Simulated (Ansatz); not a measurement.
Structure of Ta:

```
Ta
1.0
     5.33914    0.00000    0.00000
     0.00000    5.33914    0.00000
     0.00000    0.00000    5.33914
Ta
8
Direct
  0.00000 0.00000 0.00000
  0.50000 0.50000 0.50000
  0.25000 0.00000 0.50000
  0.75000 0.00000 0.50000
  0.50000 0.25000 0.00000
  0.50000 0.75000 0.00000
  0.00000 0.50000 0.25000
  0.00000 0.50000 0.75000
```

Basis of the simulation: the geometry relaxed with DFT, RPBE, plane waves (420 eV) with PAW, scalar-relativistic (Ansatz); the starting structure was generated, so it need not be a known form of this composition.

Question: Predict radii and indices of the first 8 visible rings (3 % of the strongest or more) for λ = 0.4133 Å and a flat detector at 380 mm.

Answer:
```json
{"ring": "1", "radius": "59.4 mm", "2θ (°)": "8.88", "d (Å)": "2.67", "hkl": "200"}
{"ring": "2", "radius": "66.5 mm", "2θ (°)": "9.93", "d (Å)": "2.39", "hkl": "210"}
{"ring": "3", "radius": "73.0 mm", "2θ (°)": "10.88", "d (Å)": "2.18", "hkl": "211"}
{"ring": "4", "radius": "104.7 mm", "2θ (°)": "15.41", "d (Å)": "1.541", "hkl": "222"}
{"ring": "5", "radius": "109.3 mm", "2θ (°)": "16.04", "d (Å)": "1.481", "hkl": "320"}
{"ring": "6", "radius": "113.7 mm", "2θ (°)": "16.65", "d (Å)": "1.427", "hkl": "321"}
{"ring": "7", "radius": "122.1 mm", "2θ (°)": "17.81", "d (Å)": "1.335", "hkl": "400"}
{"ring": "8", "radius": "137.8 mm", "2θ (°)": "19.94", "d (Å)": "1.194", "hkl": "420"}
```

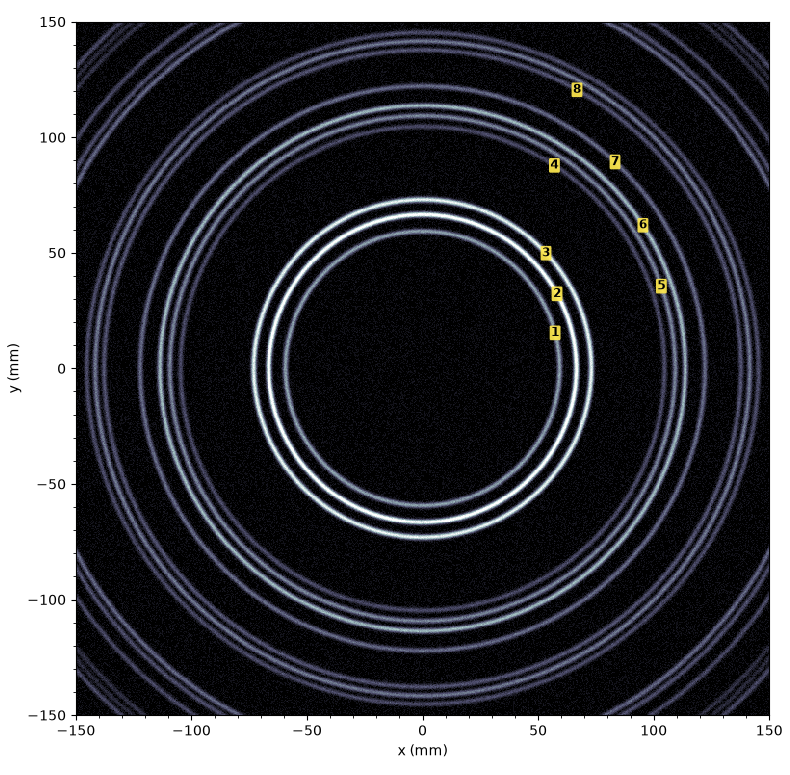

Simulated X-ray powder rings on a flat area detector normal to the beam: λ = 0.4133 Å, sample-to-detector distance 380 mm, axes in mm from the beam centre, for a fine-grained powder without texture. Kinematic intensities with B = 0.8 Å² for all atoms, without absorption; brightness goes as intensity to the power 0.5, clipped at the top, with counting noise. Reflections closer than the ring width show as one ring. The numbers mark the rings of the table.
